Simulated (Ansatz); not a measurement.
## Two runs on Ge

System: Ge (Cmmm, 1 atom in the cell).
Method of run 1: Kohn-Sham DFT of a periodic cell, PBE0, Ansatz PAW, no spin polarisation (Ansatz 0.2.0).

The structure derives from a Materials Project entry. Text and figures count atoms from 1; the logs count them from 0 in places.

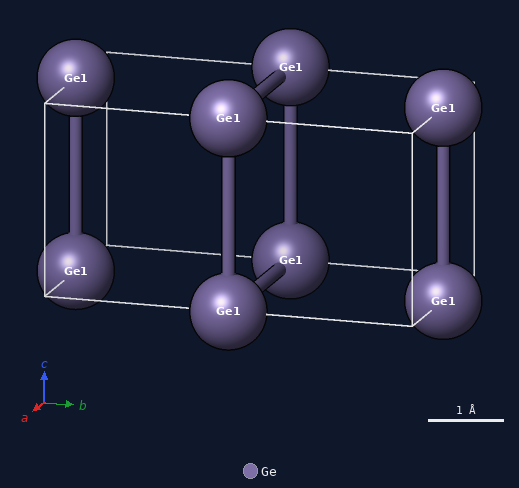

**Figure 1.** The structure (ball-and-stick view of the cell 2 times as large as that of the calculation, set on its symmetry axes, seen slightly off an axis; atoms are numbered from 1 in the order of the input).

## Input file, run 1
```yaml
crystal:
  lattice:
    - [1.397149, -2.600516, 0.0]
    - [1.397149, 2.600516, 0.0]
    - [0.0, 0.0, 2.698231]
  atoms:
    - { symbol: Ge, position: [0.5, 0.5, 0.0] }
hamiltonian:
  xc: pbe0
  pseudopotentials: { kind: paw }
kpoints:
  mp_grid: { grid: [6, 6, 5] }
scf:
  occupations: { method: fermi_dirac, width: 0.05 }
output:
  forces: true
  stress: true
  eigenvalues: true
```

Hardware: 1 × NVIDIA H100 80GB HBM3, 2 threads of AMD EPYC (Zen 3), 1656 GiB of memory available, shared host.

## Output, shortened to warnings, some set-up lines, iterations and results (run 1)
```
Warning: output.stress: scf.convergence.dr2_threshold = 1e-7 eV (the SCF's general default) is looser than the 1e-10 eV advised for a printed stress (1e-10 eV for each atom of the cell: 1). What an SCF threshold leaves in a stress goes as its square root, and in the free energy as the threshold itself, and one threshold admits the most on a small cell: of the crystals measured, under no hybrid …
Warning: output.stress: scf.exx.energy_threshold = 1e-6 eV is looser than the 1e-8 eV advised for a stress under a hybrid functional (1e-8 eV for each atom of the cell: 1). Every SCF of the exchange loop can meet its threshold on dr2 while the loop round them stops early: no threshold on dr2 bounds what that leaves in the stress. Set scf.exx.energy_threshold to 1e-8 eV or tighter. The threshold …
Basis set: ecut = 420 eV, 397 PW (Γ), exchange–correlation on 40×40×40 points (8 copies of the dense FFT grid, shifted against one another)
Symmetry: 8 space group operations
k-points: 39 of 180
Initial density: superposition of atomic densities (neutral atoms: chi_scale 0, normalization atom), corrected by the library's trained network
[...]
SCF iter   1: F=—  HF=-4294.723756 eV  |F-HF|=—  |Δ(HF+E_count)|=         —  Δρ=3.09e-3  dr2=1.69e-3  ethr=1.77e-3  ⟨swp⟩=7.2  Hψ=1785  notcnv=0
SCF iter   2: F=—  HF=-4294.723324 eV  |F-HF|=—  |Δ(HF+E_count)|=   4.32e-4  Δρ=1.27e-3  dr2=2.08e-4  ethr=1.21e-5  ⟨swp⟩=3.4  Hψ=841  notcnv=0  defer=11
SCF iter   3: F=—  HF=-4294.723295 eV  |F-HF|=—  |Δ(HF+E_count)|=   2.92e-5  Δρ=1.54e-4  dr2=1.70e-6  ethr=1.18e-8  ⟨swp⟩=3.9  Hψ=1815  notcnv=0
SCF iter   4: F=—  HF=-4294.723297 eV  |F-HF|=—  |Δ(HF+E_count)|=   1.56e-6  Δρ=6.48e-5  dr2=3.59e-7  ethr=1.18e-8  ⟨swp⟩=3.0  Hψ=981  notcnv=0
SCF iter   5: F=—  HF=-4294.723296 eV  |F-HF|=—  |Δ(HF+E_count)|=   3.56e-7  Δρ=3.66e-6  dr2=2.36e-9  ethr=2.56e-9  ⟨swp⟩=3.0  Hψ=983  notcnv=0
[... 13 lines ...]
SCF iter   2: F=—  HF=-4295.450099 eV  |F-HF|=—  |Δ(HF+E_count)|=   6.26e-7  Δρ=2.41e-5  dr2=1.05e-5  ethr=1.45e-8  ⟨swp⟩=3.2  Hψ=937  notcnv=0
SCF iter   3: F=—  HF=-4295.450359 eV  |F-HF|=—  |Δ(HF+E_count)|=   2.60e-4  Δρ=2.66e-5  dr2=2.21e-7  ethr=4.86e-10  ⟨swp⟩=4.3  Hψ=1308  notcnv=0
SCF iter   4: F=—  HF=-4295.450359 eV  |F-HF|=—  |Δ(HF+E_count)|=   6.73e-8  Δρ=6.09e-6  dr2=7.16e-8  ethr=4.86e-10  ⟨swp⟩=2.9  Hψ=767  notcnv=0
SCF iter   5: F=-4295.450359 eV  HF=-4295.450359 eV  |F-HF|=3.36e-9  |Δ(HF+E_count)|=   5.04e-7  Δρ=4.77e-6  dr2=8.54e-9  ethr=2.72e-11  ⟨swp⟩=4.3  Hψ=1461  notcnv=0  defer=1
SCF 4 converged in 5 iterations: F = -4295.450359 eV  dr2 = 8.54e-9
  Residual-converged pass: ⟨swp⟩=2.1  Hψ=578  notcnv=0  max |occ|·‖R‖ = 2.4e-6 eV (tolerance 2.4e-6 eV)  dr2=8.54e-9  dr2_onsite=1.27e-10  max |Δocc| = 3.1e-15
hybrid outer 3: dexx = +1.180e-6 eV, tail = 2.06e-8 eV, Δε = 8.95e-3 eV (about 3.74e-4 eV left of the loop's levels)
hybrid SCF converged: 3 outer / 13 inner (+6 warm-up), last move |dexx| = 1.18e-6 eV, tail = 2.06e-8 eV
Stability not checked: this state was not tested for a lower state beside it, because the functional holds exact exchange (a hybrid, or Hartree-Fock), whose exchange loop this test does not read (fock_operator; see scf.lower_state_search)
Free energy (F): -4295.450359 eV
Frozen-core exchange: fock
Harris-Foulkes:  -4295.450359 eV  (|F-HF|=3.36e-9)
Internal energy: -4295.448622 eV  (E = F + TS)
E sigma→0 (E₀):  -4295.449491 eV
Entropy (-TS):   -0.001737 eV (-1.737 meV/atom)
Fermi energy:    10.218634 eV
--- Per-component energies (eV) ---
  E_band       = -164.628713
  E_kinetic    = 109.319185
  E_local      = -2190.382031  (includes V_loc(G=0)·N_el)
  E_nonlocal   = 416.624107
  E_hartree    = 958.802515
  E_xc         = -58.111584
  E_vxc        = -49.735740  (∫ρ·V_xc dr)
  E_exx        = -59.949620  (= α·E_x^exact, valence–valence)
  E_paw        = -1975.090888  (= ΣΔE_a)
  E_vpaw       = -248.160303  (= ΣTr[D̂ρ^β])
  E_aug_tail   = 0.000315  (compensation charges beyond the density's cutoff)
  E_ewald      = -1496.257385
  E_core_change = -0.403234  (= ΣΔE_core)
  E_smearing   = -0.001737  (= −TS)
  E_closure    = -0.000000  (closes the sum)
  Σ components = -4295.450359   (vs F -4295.450359, Δ=0.00e0)
--- Forces (eV/Å), atoms counted from 1 ---
  atom   1  Ge    -0.00000000     0.00000000     0.00000000
  max |Σ_I F_I| component: 6.31e-30 eV/Å
--- Stress (GPa, compression-positive) ---
        3.874796       0.000000       0.000000
        0.000000     -11.090521       0.000000
        0.000000       0.000000       5.020436
  P = ⅓ Tr σ = -0.7318 GPa (-7.318 kbar)
```

For run 2 the input was changed thus:
```diff
-  xc: pbe0
+  xc: { exchange: pbesol, correlation: pbesol, exx: { coeff: 0.25 } }
```

What does this change do to the results?

The total energies belong to different methods, so their difference says nothing on which is more stable or more accurate. The pressure goes from −0.73 to −2.98 GPa. The SCF takes 20 iterations against 19.

## Output, shortened to warnings, some set-up lines, iterations and results (run 2)
```
Warning: output.stress: scf.convergence.dr2_threshold = 1e-7 eV (the SCF's general default) is looser than the 1e-10 eV advised for a printed stress (1e-10 eV for each atom of the cell: 1). What an SCF threshold leaves in a stress goes as its square root, and in the free energy as the threshold itself, and one threshold admits the most on a small cell: of the crystals measured, under no hybrid …
Warning: output.stress: scf.exx.energy_threshold = 1e-6 eV is looser than the 1e-8 eV advised for a stress under a hybrid functional (1e-8 eV for each atom of the cell: 1). Every SCF of the exchange loop can meet its threshold on dr2 while the loop round them stops early: no threshold on dr2 bounds what that leaves in the stress. Set scf.exx.energy_threshold to 1e-8 eV or tighter. The threshold …
Basis set: ecut = 420 eV, 397 PW (Γ), exchange–correlation on 40×40×40 points (8 copies of the dense FFT grid, shifted against one another)
Symmetry: 8 space group operations
k-points: 39 of 180
Initial density: superposition of atomic densities (neutral atoms: chi_scale 0, normalization atom), corrected by the library's trained network
[...]
SCF iter   1: F=—  HF=-4253.284168 eV  |F-HF|=—  |Δ(HF+E_count)|=         —  Δρ=4.17e-3  dr2=1.94e-3  ethr=1.77e-3  ⟨swp⟩=7.2  Hψ=1776  notcnv=0
SCF iter   2: F=—  HF=-4253.283402 eV  |F-HF|=—  |Δ(HF+E_count)|=   7.66e-4  Δρ=1.34e-3  dr2=2.24e-4  ethr=1.39e-5  ⟨swp⟩=3.4  Hψ=1048  notcnv=0  defer=1
SCF iter   3: F=—  HF=-4253.283369 eV  |F-HF|=—  |Δ(HF+E_count)|=   3.31e-5  Δρ=5.27e-4  dr2=1.85e-5  ethr=1.31e-7  ⟨swp⟩=2.7  Hψ=1476  notcnv=0
SCF iter   4: F=—  HF=-4253.283369 eV  |F-HF|=—  |Δ(HF+E_count)|=   3.58e-7  Δρ=1.10e-4  dr2=8.70e-7  ethr=1.31e-7  ⟨swp⟩=2.4  Hψ=722  notcnv=0
SCF iter   5: F=—  HF=-4253.283369 eV  |F-HF|=—  |Δ(HF+E_count)|=   3.21e-7  Δρ=1.25e-5  dr2=1.56e-8  ethr=6.21e-9  ⟨swp⟩=2.9  Hψ=786  notcnv=0
[... 14 lines ...]
SCF iter   2: F=—  HF=-4265.848481 eV  |F-HF|=—  |Δ(HF+E_count)|=   5.07e-7  Δρ=2.55e-5  dr2=1.10e-5  ethr=8.15e-9  ⟨swp⟩=3.3  Hψ=963  notcnv=0
SCF iter   3: F=—  HF=-4265.848741 eV  |F-HF|=—  |Δ(HF+E_count)|=   2.61e-4  Δρ=2.81e-5  dr2=2.20e-7  ethr=4.34e-10  ⟨swp⟩=4.2  Hψ=1312  notcnv=0
SCF iter   4: F=—  HF=-4265.848741 eV  |F-HF|=—  |Δ(HF+E_count)|=   6.00e-8  Δρ=9.19e-6  dr2=9.78e-8  ethr=4.34e-10  ⟨swp⟩=2.9  Hψ=769  notcnv=0
SCF iter   5: F=-4265.848742 eV  HF=-4265.848742 eV  |F-HF|=3.19e-9  |Δ(HF+E_count)|=   5.91e-7  Δρ=4.98e-6  dr2=9.40e-9  ethr=5.99e-11  ⟨swp⟩=4.0  Hψ=1251  notcnv=0
SCF 4 converged in 5 iterations: F = -4265.848742 eV  dr2 = 9.40e-9
  Residual-converged pass: ⟨swp⟩=2.5  Hψ=712  notcnv=0  max |occ|·‖R‖ = 2.4e-6 eV (tolerance 2.4e-6 eV)  dr2=9.40e-9  dr2_onsite=4.09e-10  max |Δocc| = 2.2e-13
hybrid outer 3: dexx = +9.534e-7 eV, tail = 2.25e-8 eV, Δε = 8.12e-3 eV (about 4.01e-4 eV left of the loop's levels)
hybrid SCF converged: 3 outer / 13 inner (+7 warm-up), last move |dexx| = 9.53e-7 eV, tail = 2.25e-8 eV
Stability not checked: this state was not tested for a lower state beside it, because the functional holds exact exchange (a hybrid, or Hartree-Fock), whose exchange loop this test does not read (fock_operator; see scf.lower_state_search)
Free energy (F): -4265.848742 eV
Frozen-core exchange: fock
Harris-Foulkes:  -4265.848742 eV  (|F-HF|=3.19e-9)
Internal energy: -4265.847001 eV  (E = F + TS)
E sigma→0 (E₀):  -4265.847872 eV
Entropy (-TS):   -0.001740 eV (-1.740 meV/atom)
Fermi energy:    10.088131 eV
--- Per-component energies (eV) ---
  E_band       = -166.211005
  E_kinetic    = 109.454657
  E_local      = -2192.881836  (includes V_loc(G=0)·N_el)
  E_nonlocal   = 418.524855
  E_hartree    = 958.636286
  E_xc         = -57.851881
  E_vxc        = -49.929068  (∫ρ·V_xc dr)
  E_exx        = -59.935798  (= α·E_x^exact, valence–valence)
  E_paw        = -1945.827098  (= ΣΔE_a)
  E_vpaw       = -248.781665  (= ΣTr[D̂ρ^β])
  E_aug_tail   = 0.000309  (compensation charges beyond the density's cutoff)
  E_ewald      = -1496.257385
  E_core_change = 0.290892  (= ΣΔE_core)
  E_smearing   = -0.001740  (= −TS)
  E_closure    = 0.000000  (closes the sum)
  Σ components = -4265.848742   (vs F -4265.848742, Δ=0.00e0)
--- Forces (eV/Å), atoms counted from 1 ---
  atom   1  Ge    -0.00000000     0.00000000     0.00000000
  max |Σ_I F_I| component: 6.31e-30 eV/Å
--- Stress (GPa, compression-positive) ---
        1.537270       0.000000       0.000000
        0.000000     -13.198493       0.000000
        0.000000       0.000000       2.719566
  P = ⅓ Tr σ = -2.9806 GPa (-29.806 kbar)
```

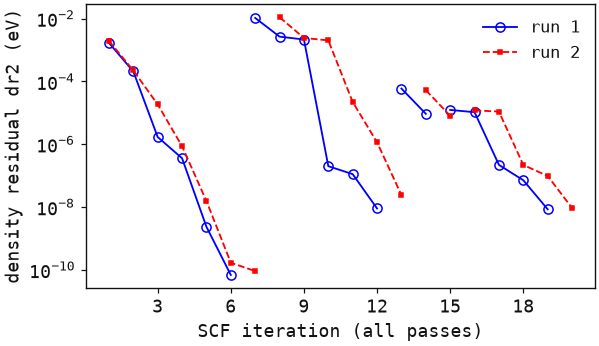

**Figure 2.** Convergence of the two runs: density residual dr2 against the SCF iteration. A break in a curve parts two SCF passes. Run 1 takes 19 iterations in all, and run 2 takes 20.

## The two runs side by side

```tsv
quantity	run 1	run 2
outcome	converged	converged
free energy per atom (eV)	−4295.4504	−4265.8487
energy per atom, smearing taken to zero (eV)	−4295.4495	−4265.8479
gap on the mesh (eV)	0.00	0.00
pressure (GPa)	−0.73	−2.98
largest force (eV/Å)	0.000	0.000
SCF iterations	19	20
irreducible k-points	39	39
plane waves at Γ	397	397
wall time (shared host)	13 s	14 s
```

For both runs: Warnings: the exchange loop's threshold is looser than advised for the stress; the SCF threshold is looser than advised for the printed stress.
